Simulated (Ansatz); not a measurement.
# Changed inputs in constrained RPA: ReCl2 (1T sheet), part 2 of 2

Aim: hold the target of a cRPA run on ReCl2 (1T sheet) and move one thing at a time.

Ansatz 0.2.0; constrained RPA on LDA, plane waves, PAW.

So far. Step 5 (Changed: smooth pair densities): On the Re t2g shell, screening brings the on-site interaction from 10.7 eV down to U = 3.04 eV. Step 6 (Changed: accuracy low): On the Re t2g shell, screening brings the on-site interaction from 10.7 eV down to U = 3.00 eV.

**7. Changed: a wide Fermi-Dirac smearing**

The input, input.yaml:

```yaml
crystal:
  lattice:
    - [2.54202218, -2.54202218, 0.0]
    - [-2.54202218, 0.0, -2.54202218]
    - [17.38503569, 17.38503569, -17.38503569]
  atoms:
    - { symbol: Re, position: [0.0, 0.0, 0.3180797022] }
    - { symbol: Cl, position: [0.3333333333, 0.6666666667, 0.3563615235] }
    - { symbol: Cl, position: [0.6666666667, 0.3333333333, 0.2797978809] }
  periodic: [true, true, false]
kpoints:
  mp_grid: { grid: [6, 6, 1] }
hamiltonian:
  xc: lda
scf:
  occupations: { method: fermi_dirac, width: 0.5 }
  n_extra_bands: 19
  max_iter: 150
  lower_state_search: "off"
output:
  crpa:
    kmesh: [6, 6, 1]
    target_bands: [v3, v1]
    projections: [{ species: Re, l: d, shell: 5, orbitals: [dxz, dyz, dxy] }]
```

Run with:

```
$ ansatz run input.yaml --threads 8 --pin off --max-ram 14745MiB --backend cpu --events-out ev --progress --plain --runs-dir out
```

Numbers of over 12 decimals in the logs are rounded to 6 here.

Output:

```text
scf.n_extra_bands = 19 over 15 filled bands (N_el = 29.0): the run solves 34 bands
Engine: ansatz 0.2.0, aarch64-unknown-linux-gnu
Pseudopotentials: kind: paw
Pseudopotential: Re, paw, valence charge 15, recommended cutoff 420 eV (normal), Re.paw.azcp
Pseudopotential: Cl, paw, valence charge 7, recommended cutoff 420 eV (normal), Cl.paw.azcp
Functional definition: SPW92
  exchange = slater_x
  correlation = pw_c
Crystal: 3 atoms, lattice volume = 337.020 Å³
Basis set: ecut = 420 eV, 6497 PW (Γ)
[...]
Error: refused after 7 iterations: slab_electrons_in_vacuum = 6.03e-6 (threshold 1.00e-6); electrons that its smearing lays highest leave the slab for the vacuum on both its sides, from a quarter of the vector that does not repeat out to the cut: the least energy of a wave there at their k-point stands 0.8 eV under their level, and 6.03e-6 e/Å² of theirs stand a quarter out or further, so that the energy and levels can hang on that vector's length. Under a cutoff below the recommended one the basis itself can leave a density there or draw electrons out: first raise basis.ecutwfc. Narrow scf.occupations.width, or fill by another scf.occupations.method. [rest of the remark cut]
```

It took 1.3 s on 8 threads of Arm Neoverse V2, shared host; peak memory 0.62 GiB.

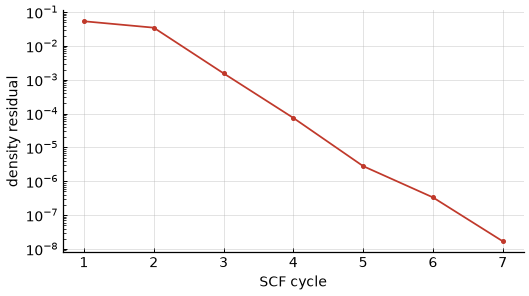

Residual by cycle in this run.

The run ended with an error.

After 7 cycles the residual stands at 1.7e-8.

The program's message: “Error: refused after 7 iterations: slab_electrons_in_vacuum = 6.03e-6 (threshold 1.00e-6); electrons that its smearing lays highest leave the slab for the vacuum on both its sides, from a quarter of t …”

The fault put into this input: a wide Fermi-Dirac smearing.

**8. Changed: PBEsol**

This step: constrained RPA on PBEsol, plane waves, PAW.

input.yaml, as its differences from that of step 7:

```diff
@@ -13,5 +13,5 @@
 hamiltonian:
-  xc: lda
+  xc: pbesol
 scf:
-  occupations: { method: fermi_dirac, width: 0.5 }
+  occupations: { method: gaussian, width: 0.08 }
   n_extra_bands: 19
```

Output:

```text
[...]
Crystal: 3 atoms, lattice volume = 337.020 Å³
Basis set: ecut = 420 eV, 6497 PW (Γ)
Bands: 34, of which v1, the nominal top of the filled ones, is band 15 counted from 1 (14 counted from 0)
Symmetry: 12 space group operations
[...]
k-points: 7 of 36
[...]
the weakly bound empty levels are not read free of the cell's end (no_gap_told)
[...]
χ-basis size per q: N_G = 1197..1254
[...]
Site 0, 5D, 3 of 5 d orbitals (Wannier functions 1, 2, 3; wannier90's mr 2, 3, 5):
      screened: U = 3.0806 eV, U' = 2.4894 eV, J = 0.2636 eV
      screened, to within: U = 9.3e-3 eV, U' = 9.3e-3 eV, J = 6.1e-4 eV
      bare: V = 10.7113 eV, V' = 9.8411 eV, J = 0.3932 eV
[...]
[key lines of the parts left out:]
SCF converged after 11 iterations
Free energy (F): -12857.950711 eV
Fermi energy:    -4.015171 eV
```

The job ended after 53 s (8 threads; peak memory 2.6 GiB).

This step gave:

| Property | Result |
| --- | --- |
| U | 3.081 eV |
| U prime (inter-orbital) | 2.489 eV |
| J | 0.2636 eV |
| bare V | 10.71 eV |
| bare J | 0.3932 eV |
| stated bound on U | 0.009229 eV |
| U over bare V | 0.2876 |
| electrons in the window | 5.000 |
| head of the constrained inverse dielectric matrix | 0.6416 |
| least eigenvalue of the projection's overlap | 0.6641 |
| target functions | 3 |
| bands in the sums | 30 |
| width of the target bands | 1.642 eV |
| weight of the projected orbitals in the window | 0.8566 |

On the Re t2g shell, screening brings the on-site interaction from 10.7 eV down to U = 3.08 eV.

**9. Changed: strain -3%**

This step: constrained RPA on LDA, plane waves, PAW.

The cell differs from the one that the last finished run ended in (a 3.595 → 3.487 Å, b 3.595 → 3.487 Å).

input.yaml, as its differences from that of step 8:

```diff
@@ -2,4 +2,4 @@
   lattice:
-    - [2.54202218, -2.54202218, 0.0]
-    - [-2.54202218, 0.0, -2.54202218]
+    - [2.4657615146, -2.4657615146, 0.0]
+    - [-2.4657615146, 0.0, -2.4657615146]
     - [17.38503569, 17.38503569, -17.38503569]
@@ -13,3 +13,3 @@
 hamiltonian:
-  xc: pbesol
+  xc: lda
 scf:
@@ -24 +24,6 @@
     projections: [{ species: Re, l: d, shell: 5, orbitals: [dxz, dyz, dxy] }]
+  local_orbitals:
+    kmesh: [12, 12, 1]
+    orbitals: [{ species: Re, l: d, shell: 5, orbitals: [dxz, dyz, dxy] }]
+    window: { bands: [v3, v1] }
+    seedname: lo
```

Output:

```text
[...]
Crystal: 3 atoms, lattice volume = 317.102 Å³
Basis set: ecut = 420 eV, 6191 PW (Γ)
Bands: 34, of which v1, the nominal top of the filled ones, is band 15 counted from 1 (14 counted from 0)
Symmetry: 12 space group operations
[...]
k-points: 7 of 36
[...]
the weakly bound empty levels are not read free of the cell's end (no_gap_told)
[...]
χ-basis size per q: N_G = 1125..1167
[...]
Site 0, 5D, 3 of 5 d orbitals (Wannier functions 1, 2, 3; wannier90's mr 2, 3, 5):
      screened: U = 3.0082 eV, U' = 2.4415 eV, J = 0.2544 eV
      screened, to within: U = 8.9e-3 eV, U' = 8.9e-3 eV, J = 5.9e-4 eV
      bare: V = 10.4729 eV, V' = 9.6294 eV, J = 0.3785 eV
[...]
[key lines of the parts left out:]
SCF converged after 9 iterations
Free energy (F): -12694.812522 eV
Fermi energy:    -4.048982 eV
```

Wall time 38 s (8 threads); peak memory 2.5 GiB; 4.6 min of CPU time.

Numbers from this step:

```yaml
u: 3.008 eV
u_prime_inter_orbital: 2.442 eV
j: 0.2544 eV
bare_v: 10.47 eV
bare_j: 0.3785 eV
stated_bound_on_u: 0.008803 eV
u_over_bare_v: 0.2872
electrons_in_the_window: 5.000
head_of_the_constrained_inverse_dielectric_matrix: 0.6343
least_eigenvalue_of_the_projection_s_overlap: 0.6604
target_functions: 3
bands_in_the_sums: 30
r_m_s_miss_of_the_model_bands: 2.91e-4 eV
width_of_the_target_bands: 1.956 eV
weight_of_the_projected_orbitals_in_the_window: 0.8404
```

On the Re t2g shell, screening brings the on-site interaction from 10.5 eV down to U = 3.01 eV.

**10. Side by side**

Times are wall times on 8 threads of Arm Neoverse V2, shared host, good to a factor of about two.

```tsv
run	bare V (eV)	U (eV)	J (eV)	bound on U (eV)	width (eV)	time
target window	10.68	3.030	0.262	0.0086	1.64	54 s
9×9×1 mesh	10.66	3.026	0.262	0.0086	1.64	2.4 min
3×3×1 mesh	11.00	3.013	0.269	0.0083	1.64	14 s
smooth pair densities	10.68	3.042	0.269	0.0061	1.64	48 s
accuracy low	10.68	3.004	0.260	0.1064	1.64	35 s
PBEsol	10.71	3.081	0.264	0.0092	1.64	53 s
strain -3%	10.47	3.008	0.254	0.0088	1.96	38 s
```

**11. Summary of results**

```json
{
  "target window": "U 3.03 eV, J 0.26 eV",
  "9×9×1 mesh": "U 3.03 eV, J 0.26 eV",
  "3×3×1 mesh": "U 3.01 eV, J 0.27 eV",
  "smooth pair densities": "U 3.04 eV, J 0.27 eV",
  "accuracy low": "U 3.00 eV, J 0.26 eV",
  "PBEsol": "U 3.08 eV, J 0.26 eV",
  "strain -3%": "U 3.01 eV, J 0.25 eV"
}
```

9×9×1 mesh moves U by −0.004 eV (within the solver's bounds, for the mean over orbitals) at 2.7 times the time. 3×3×1 mesh moves U by −0.02 eV at 0.26 times the time. Smooth pair densities moves U by +0.01 eV (within the solver's bounds, for the mean over orbitals). Accuracy low moves U by −0.03 eV (within the solver's bounds, for the mean over orbitals). PBEsol moves U by +0.05 eV. Strain -3% moves U by −0.02 eV. The printed bound covers the solver alone, not the mesh. The parent state is non-magnetic and the interaction static (zero frequency); U depends on the window and the orbitals, so it belongs to this model alone. Spin-orbit coupling, which is strong for atoms this heavy, is left out.

[Paths, hosts, dates, memory and timing lines, banners, echoed tables and standing remarks are left out of the program output.]

[Logs are printed without paths, hosts, clocks, repeated set-up lines and the standing remarks that a program may print on its own settings, such as how far it seeks lower states.]

[Runs of the session that timed out or met a known fault of the program may be left out.]

[Hosts, paths, dates, database ids (printed as entryN), source tags and the programs' standing remarks are cut or masked in the printed files.]
